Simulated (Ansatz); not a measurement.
**GaN: band-structure calculation**

- system: GaN (F-43m, 2 atoms in the cell)
- method: DFT, PBEsol, PAW with Ansatz's default frozen-core files, scalar-relativistic, no spin polarisation (Ansatz 0.2.0)

It belongs to a series of runs on one base structure; here: volume scaled by 1, PAW files. Figures and captions count atoms from 1; the log counts them from 0 in places.

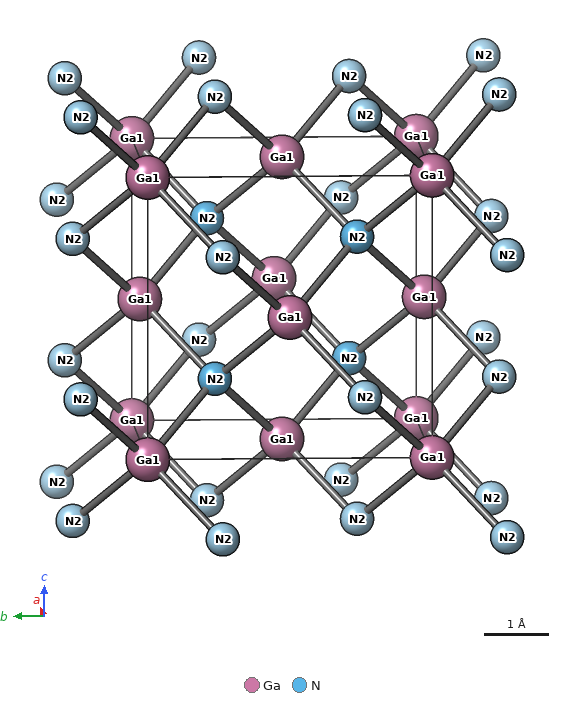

The structure (ball-and-stick view of the cell 4 times as large as that of the calculation, set on its symmetry axes, seen at an oblique angle; neighbours outside the cell are drawn fainter; atoms are numbered from 1 in the order of the input). An atom can appear more than once, as a periodic image.

Input
```yaml
crystal:
  lattice:
    - [0.0, 2.2488587555, 2.2488587555]
    - [2.2488587555, 0.0, 2.2488587555]
    - [2.2488587555, 2.2488587555, 0.0]
  atoms:
    - { symbol: Ga, position: [0.0, 0.0, 0.0] }
    - { symbol: "N", position: [0.25, 0.25, 0.25] }
kpoints:
  mp_grid: { grid: [15, 15, 15] }
  band_path:
    path:
      - [0.0, 0.0, 0.0]
      - [-0.5, -0.5, 0.0]
      - [-0.375, -0.375, 0.25]
      - [-0.375, 0.0, 0.375]
      - [0.0, 0.0, 0.0]
      - [0.0, 0.0, 0.5]
      - [-0.5, -0.25, 0.25]
      - [-0.5, -0.5, 0.0]
    npoints: 8
scf:
  occupations: { method: fermi_dirac, width: 0.08 }
hamiltonian:
  xc: pbesol
  pseudopotentials: { kind: paw }
output:
  forces: true
  stress: true
  eigenvalues: true
  populations: true
  dos: { projected: true, de: 0.2, e_range: [-14, 8] }
  write_density: true
  write_potential: true
  elf: true
  volumetric_format: npy
```

Run on 1 thread of Arm Neoverse V1, 24 GiB of memory available, shared host.

Run as:
```bash
ansatz run input.yaml --threads 1 --pin off --max-ram 2048MiB --backend cpu --events-out ev --progress --plain --runs-dir out
```

What the program printed
```
Engine: ansatz 0.2.0, aarch64-unknown-linux-gnu
Pseudopotentials: kind: paw
Pseudopotential: Ga, paw, valence charge 13, recommended cutoff 420 eV (normal), Ga.paw.azcp
Pseudopotential: N, paw, valence charge 5, recommended cutoff 420 eV (normal), N.paw.azcp
Functional definition: PBEsol
  exchange = pbesol_x
  correlation = pbesol_c
Crystal: 2 atoms, lattice volume = 22.747 Å³
Basis set: ecut = 420 eV, 459 PW (Γ), exchange–correlation on 48×48×48 points (8 copies of the dense FFT grid, shifted against one another)
Bands: 13, of which v1, the nominal top of the filled ones, is band 9 counted from 1 (8 counted from 0)
Symmetry: 24 space group operations
Space group: F-43m (ITA 216), of the structure as read, at distance tolerance 2.8e-5 Å
k-points: 120 of 3375 (time reversal used)
Non-local potential: Ga, projectors of the file, l = 0: 2, l = 1: 2, l = 2: 3, l = 3: 1
Non-local potential: N, projectors of the file, l = 0: 2, l = 1: 2, l = 2: 1
PAW form: soft (Blöchl's): semilocal exchange-correlation on the pseudo side does not see the compensation charge
PAW frozen core: Ga, regenerated for the run's functional, and the local potential with it (the file was generated under x = pbe(κ = 0.804, μ = 0.2195149727645171), c = pbe(β = 0.06672455060314922))
PAW frozen core: N, regenerated for the run's functional, and the local potential with it (the file was generated under x = pbe(κ = 0.804, μ = 0.2195149727645171), c = pbe(β = 0.06672455060314922))
PAW one-centre angular grid: Ga, 590 points (default); XC on 64 Gauss nodes
PAW one-centre angular grid: N, 110 points (default); XC on 64 Gauss nodes
Initial density: superposition of atomic densities (neutral atoms: chi_scale 0, normalization atom), corrected by the library's trained network
Initial wavefunctions: pseudopotential atomic-orbital guess
Functional: x = pbesol(κ = 0.804, μ = 0.12345679012345678), c = pbesol(β = 0.046)
SCF iter   1: F=—  HF=-4122.844674 eV  |F-HF|=—  |Δ(HF+E_count)|=         —  Δρ=1.22e-2  dr2=3.33e-2  ethr=1.77e-3  ⟨swp⟩=4.7  Hψ=7984  notcnv=0
preconditioner: auto → none  [insulator: Δε(μ)=1.610 eV  Ē_g=18.671 eV  σ=0.080 eV  W_gap=1.00  n_scr=8 (ndim 8)  ℏωp=33.0 eV  f_vac=0.001  D(μ)=0.00/eV (n_scr^D=0)  ε∞_Penn≈4.1]
SCF iter   2: F=—  HF=-4122.836335 eV  |F-HF|=—  |Δ(HF+E_count)|=   8.34e-3  Δρ=4.07e-3  dr2=4.27e-3  ethr=1.85e-4  ⟨swp⟩=1.7  Hψ=2695  notcnv=0
SCF iter   3: F=—  HF=-4122.835269 eV  |F-HF|=—  |Δ(HF+E_count)|=   1.07e-3  Δρ=1.03e-3  dr2=1.01e-4  ethr=2.37e-5  ⟨swp⟩=2.5  Hψ=2272  notcnv=0
SCF iter   4: F=—  HF=-4122.835183 eV  |F-HF|=—  |Δ(HF+E_count)|=   8.56e-5  Δρ=3.23e-4  dr2=7.91e-6  ethr=5.60e-7  ⟨swp⟩=2.1  Hψ=2485  notcnv=0
SCF iter   5: F=—  HF=-4122.835188 eV  |F-HF|=—  |Δ(HF+E_count)|=   5.19e-6  Δρ=2.70e-5  dr2=1.14e-7  ethr=4.40e-8  ⟨swp⟩=2.0  Hψ=2552  notcnv=0
SCF iter   6: F=-4122.835188 eV  HF=-4122.835188 eV  |F-HF|=4.97e-10  |Δ(HF+E_count)|=   2.00e-8  Δρ=3.72e-6  dr2=1.24e-9  ethr=5.56e-10  ⟨swp⟩=8.0  Hψ=9496  notcnv=0
SCF 1 converged in 6 iterations: F = -4122.835188 eV  dr2 = 1.24e-9
  greatest PAW one-centre occupation: 0.995 electrons in one spin orbital (limit 2), on the Ga atom at site 0 (counted from 0), in its partial waves of l = 2
```

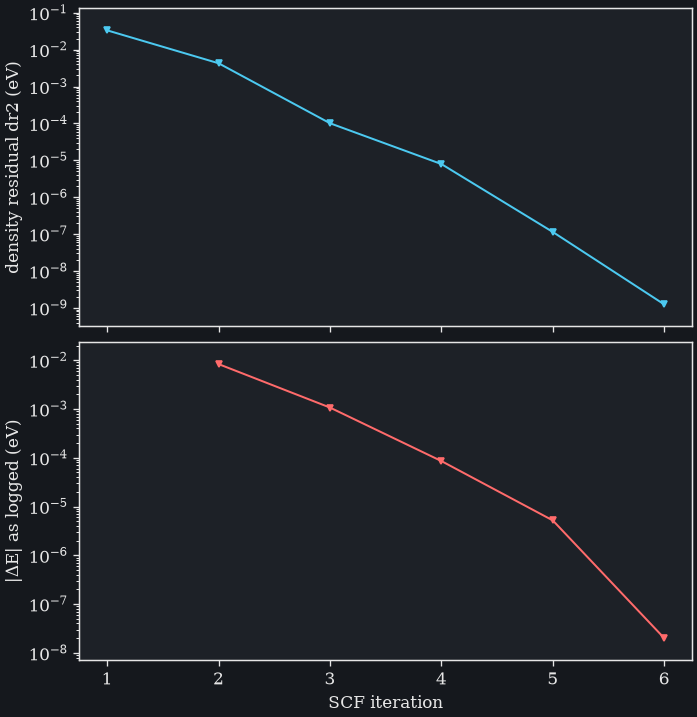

Convergence of the self-consistent field: density residual dr2 and size of the energy change against the SCF iteration. The residual falls at every step.

```
NSCF: frozen V_eff on 57 k-points
SCF converged after 6 iterations
Free energy (F): -4122.835188 eV
Harris-Foulkes:  -4122.835188 eV  (|F-HF|=4.97e-10)
Internal energy: -4122.835188 eV  (E = F + TS)
E sigma→0 (E₀):  -4122.835188 eV
Entropy (-TS):   -0.000000 eV (-0.000 meV/atom)
Fermi energy:    10.589104 eV
--- Per-component energies (eV) ---
  E_band       = -6.715377
  E_kinetic    = 246.685286
  E_local      = -1945.085694  (includes V_loc(G=0)·N_el)
  E_nonlocal   = 475.431159
  E_hartree    = 893.541796
  E_xc         = -127.712408
  E_vxc        = -133.887587  (∫ρ·V_xc dr)
  E_paw        = -2075.874957  (= ΣΔE_a)
  E_vpaw       = -436.942537  (= ΣTr[D̂ρ^β])
  E_aug_tail   = 0.000119  (compensation charges beyond the density's cutoff)
  E_ewald      = -1590.711566
  E_core_change = 0.891077  (= ΣΔE_core)
  E_smearing   = -0.000000  (= −TS)
  E_closure    = 0.000000  (closes the sum)
  Σ components = -4122.835188   (vs F -4122.835188, Δ=0.00e0)
--- Forces (eV/Å), atoms counted from 1 ---
  atom   1  Ga     0.00000000    -0.00000000     0.00000000
  atom   2  N     -0.00000000     0.00000000    -0.00000000
  max |Σ_I F_I| component: 5.55e-17 eV/Å
--- Stress (GPa, compression-positive) ---
        0.047377      -0.000000      -0.000000
       -0.000000       0.047377       0.000000
       -0.000000       0.000000       0.047377
  P = ⅓ Tr σ = 0.0474 GPa (0.474 kbar)
--- Band table (eV; the first three rows and the last of 120) ---
  k-point 0: bands = ["-6.3747", "-3.8829", "-3.8829", "-3.8829", "-3.5565", "-3.5565", "9.6037", "9.6037", "9.6037", "11.3078", "19.8441", "19.8441", "19.8441"]
  k-point 1: bands = ["-6.3234", "-3.8765", "-3.8765", "-3.8668", "-3.5572", "-3.5572", "9.0181", "9.5547", "9.5547", "11.7832", "19.5958", "19.9231", "19.9231"]
  k-point 2: bands = ["-6.1805", "-3.8593", "-3.8593", "-3.8092", "-3.5583", "-3.5583", "7.9115", "9.4182", "9.4182", "12.5544", "19.0610", "20.1100", "20.1100"]
  k-point 119: bands = ["-5.2751", "-3.7393", "-3.7007", "-3.5542", "-3.5424", "-1.5621", "3.8173", "5.5856", "6.2337", "15.6924", "17.9176", "19.7691", "20.7718"]
--- Löwdin populations: 2 sites ---
  site symbol       q [e]
     0     Ga     12.2666
     1      N      5.6978
  spilling = 0.001977 (of n_electrons = 18.000000)
```

File dos.tsv
```
# E-E_F[eV]	g_bin_mean(E)[states/eV]	N(E)
# format = ansatz-dos/2
# fermi_ev = 10.589104
# fermi_mp_grid = 15 15 15
# fermi_mp_shift = 0 0 0
# g_bin_mean(E): the states in a bin one row spacing wide, centred on E, divided by that spacing. States that the method places at a single energy (under output.dos.method: tetrahedron, those of a tetrahedron whose four corners have one energy) are counted whole in the row whose bin holds that energy (on the edge of two bins, in the lower row). The sum of g_bin_mean over a run of rows, times the row spacing, is the number of states from half a spacing under the first of them to half a spacing over the last (a plain sum, not the trapezoid rule).
-14.000000	3.309626e0	1.020158e1
-13.800000	5.805861e-1	1.032207e1
-13.600000	6.172954e-1	1.044175e1
-13.400000	6.772354e-1	1.057001e1
-13.200000	7.808746e-1	1.071449e1
-13.000000	9.751750e-1	1.088642e1
-12.800000	1.335185e0	1.112299e1
-12.600000	1.385820e0	1.139167e1
-12.400000	1.625030e0	1.169211e1
-12.200000	6.992081e-1	1.197982e1
-12.000000	0.000000e0	1.200000e1
-11.800000	0.000000e0	1.200000e1
-11.600000	0.000000e0	1.200000e1
-11.400000	0.000000e0	1.200000e1
-11.200000	0.000000e0	1.200000e1
-11.000000	0.000000e0	1.200000e1
-10.800000	0.000000e0	1.200000e1
-10.600000	0.000000e0	1.200000e1
-10.400000	0.000000e0	1.200000e1
-10.200000	0.000000e0	1.200000e1
-10.000000	0.000000e0	1.200000e1
-9.800000	0.000000e0	1.200000e1
-9.600000	0.000000e0	1.200000e1
-9.400000	0.000000e0	1.200000e1
-9.200000	0.000000e0	1.200000e1
-9.000000	0.000000e0	1.200000e1
-8.800000	0.000000e0	1.200000e1
-8.600000	0.000000e0	1.200000e1
-8.400000	0.000000e0	1.200000e1
-8.200000	0.000000e0	1.200000e1
-8.000000	1.205762e-1	1.200765e1
-7.800000	2.733761e-1	1.204917e1
-7.600000	3.824144e-1	1.211347e1
-7.400000	5.151590e-1	1.220345e1
-7.200000	7.404927e-1	1.232272e1
-7.000000	1.874023e0	1.253932e1
-6.800000	1.686459e0	1.300959e1
-6.600000	6.856989e-1	1.319534e1
-6.400000	5.267119e-1	1.331075e1
-6.200000	4.180228e-1	1.340602e1
-6.000000	3.523583e-1	1.348071e1
-5.800000	3.143268e-1	1.354757e1
-5.600000	2.641120e-1	1.360576e1
-5.400000	2.590399e-1	1.365441e1
-5.200000	5.366978e-1	1.372864e1
-5.000000	8.891939e-1	1.387507e1
-4.800000	8.848764e-1	1.405917e1
-4.600000	7.990709e-1	1.422489e1
-4.400000	8.589648e-1	1.438497e1
-4.200000	9.205532e-1	1.456726e1
-4.000000	9.740843e-1	1.475438e1
-3.800000	1.205238e0	1.496960e1
-3.600000	1.352745e0	1.523163e1
-3.400000	1.311647e0	1.549825e1
-3.200000	1.335923e0	1.576291e1
-3.000000	1.315393e0	1.602814e1
-2.800000	1.329685e0	1.629207e1
-2.600000	1.339629e0	1.655901e1
-2.400000	1.353261e0	1.682900e1
-2.200000	1.390478e0	1.710142e1
-2.000000	1.300942e0	1.738308e1
-1.800000	8.878821e-1	1.759740e1
-1.600000	6.859393e-1	1.775264e1
-1.400000	5.119249e-1	1.787233e1
-1.200000	3.389240e-1	1.795929e1
-1.000000	6.417514e-2	1.799996e1
-0.800000	0.000000e0	1.800000e1
-0.600000	0.000000e0	1.800000e1
-0.400000	0.000000e0	1.800000e1
-0.200000	0.000000e0	1.800000e1
0.000000	0.000000e0	1.800000e1
0.200000	0.000000e0	1.800000e1
0.400000	0.000000e0	1.800000e1
0.600000	0.000000e0	1.800000e1
0.800000	5.008415e-4	1.800001e1
1.000000	4.156834e-3	1.800037e1
1.200000	1.128261e-2	1.800187e1
1.400000	1.791443e-2	1.800482e1
1.600000	2.476926e-2	1.800907e1
1.800000	3.295241e-2	1.801477e1
2.000000	4.453344e-2	1.802246e1
2.200000	5.729602e-2	1.803260e1
2.400000	1.059863e-1	1.804744e1
2.600000	1.731930e-1	1.807603e1
2.800000	2.274893e-1	1.811572e1
3.000000	2.931473e-1	1.816761e1
3.200000	3.709732e-1	1.823348e1
3.400000	4.776144e-1	1.831747e1
3.600000	6.782359e-1	1.843171e1
3.800000	8.118831e-1	1.858296e1
4.000000	8.207278e-1	1.874787e1
4.200000	8.515230e-1	1.891512e1
4.400000	8.558922e-1	1.908676e1
4.600000	8.371652e-1	1.925609e1
4.800000	8.135338e-1	1.942142e1
5.000000	8.238450e-1	1.958410e1
5.200000	8.060704e-1	1.975210e1
5.400000	6.134174e-1	1.989311e1
5.600000	2.526364e-1	1.998944e1
5.800000	1.339636e-1	2.001153e1
6.000000	2.680782e-1	2.004986e1
6.200000	8.778617e-1	2.014097e1
6.400000	1.548060e0	2.040246e1
6.600000	2.223923e0	2.078040e1
6.800000	1.644848e0	2.118757e1
7.000000	9.962064e-1	2.145080e1
7.200000	7.264697e-1	2.161648e1
7.400000	6.223280e-1	2.174758e1
7.600000	3.991629e-1	2.185953e1
7.800000	1.930711e-1	2.191110e1
8.000000	1.266412e-1	2.194216e1
```

File populations.tsv
```
# site	symbol	l	j	q
# orbitals = lowdin
# n_electrons = 18.000000
# spilling = 0.001977
0	Ga	0_4S	-	0.833099
0	Ga	1_4P	-	1.456236
0	Ga	2_3D	-	9.977243
1	N	0_2S	-	1.401819
1	N	1_2P	-	4.296009
```

File v_z.tsv
```
# z_ang	v_es[eV]	v_tot[eV]
# format = ansatz-planar-average/11
# xc	pbesol
# density_cutoff_ev	1680
# datasets	Ga=:simpson_from_first_knot:soft:shift=-1252651	N=:simpson_from_first_knot:soft:shift=-194789
# lattice	0.000000000	2.248858756	2.248858756
# lattice	2.248858756	0.000000000	2.248858756
# lattice	2.248858756	2.248858756	0.000000000
# sites	2
# site	31	0.000000000	0.000000000	0.000000000
# site	7	1.124429378	1.124429378	1.124429378
0.000000	2.659039e0	-1.033762e1
0.132515	1.629807e0	-1.177333e1
0.265031	4.632098e-1	-1.319361e1
0.397546	-5.760574e-1	-1.431204e1
0.530061	-1.203289e0	-1.484031e1
0.662576	-1.171124e0	-1.454227e1
0.795092	-3.373767e-1	-1.331899e1
0.927607	1.274908e0	-1.123293e1
1.060122	3.449637e0	-8.512767e0
1.192637	5.820391e0	-5.538547e0
1.325153	8.048884e0	-2.672651e0
1.457668	9.923385e0	-1.640623e-1
1.590183	1.123460e1	1.727140e0
1.722699	1.180991e1	2.772526e0
1.855214	1.172564e1	2.986672e0
1.987729	1.117975e1	2.554117e0
2.120244	1.019335e1	1.558149e0
2.252760	8.887497e0	1.176819e-1
2.385275	7.521405e0	-1.616907e0
2.517790	6.293856e0	-3.460336e0
2.650305	5.290953e0	-5.190580e0
2.782821	4.504187e0	-6.700664e0
2.915336	3.905320e0	-7.974262e0
3.047851	3.383674e0	-9.097068e0
```

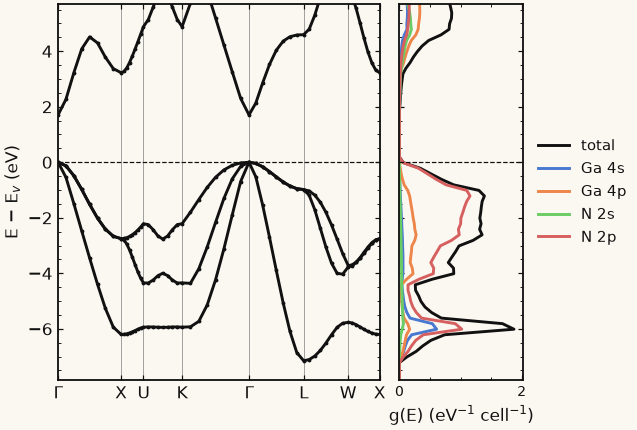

Band structure along Γ–X–U–K–Γ–L–W–X and density of states (projected on Löwdin-orthogonalised atomic shells), with energies from the valence-band top. There is a gap of 1.70 eV on this path, direct, at Γ.

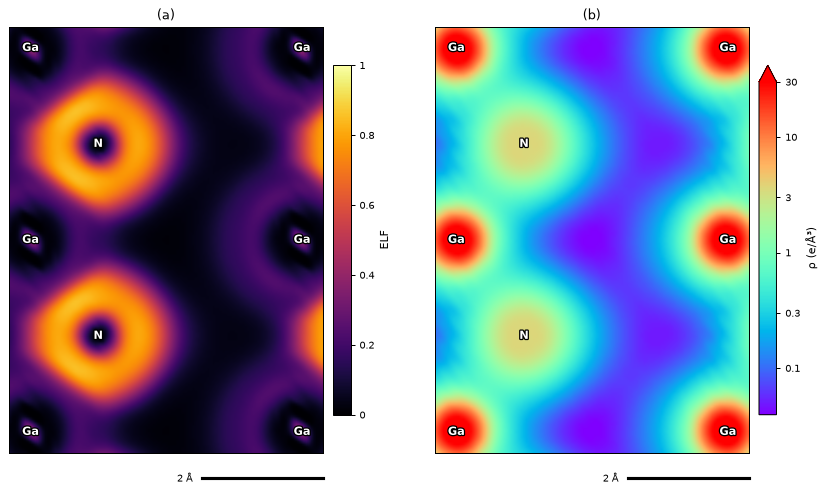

(a) electron localisation function; (b) valence charge density (pseudo) on the (011) plane of the conventional cell. Atoms in the plane: Ga and N. Ga–N (1.95 Å): the density is about 0.74 e/Å³ at the midpoint; the ELF is about 0.50 at the midpoint. Away from the nuclei the density in this plane falls to 0.04 e/Å³ at its lowest. The fields are those of the smooth PAW valence density.

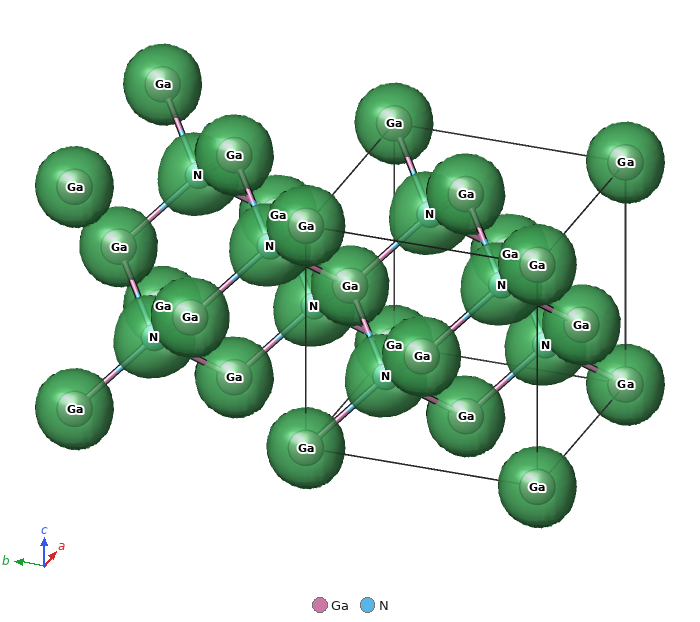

Isosurface of the valence charge density (pseudo) at 1 e/Å³ (green), seen at an oblique angle. Sticks mark near contacts. The outline is the cell set on symmetry axes. At this value the density breaks into separate islands; it holds about 70 % of the electrons treated as valence (semicore included). It is pinched off along the Ga–N (1.95 Å) contacts. On the grid the lowest density along these lines, outside the cores, is 0.73 e/Å³ (Ga–N, 1.95 Å).

Summary

```csv
quantity,value
outcome,converged
space group (tolerance 0.01 Å),F-43m (216)
electrons treated,18
free energy,−4122.8352 eV
Fermi energy,10.589 eV
pressure,0.05 GPa
electronic character,gap of 1.70 eV
largest force (length of the vector),under 0.001 eV/Å
wall time,5.7 s
peak memory,0.33 GiB
```
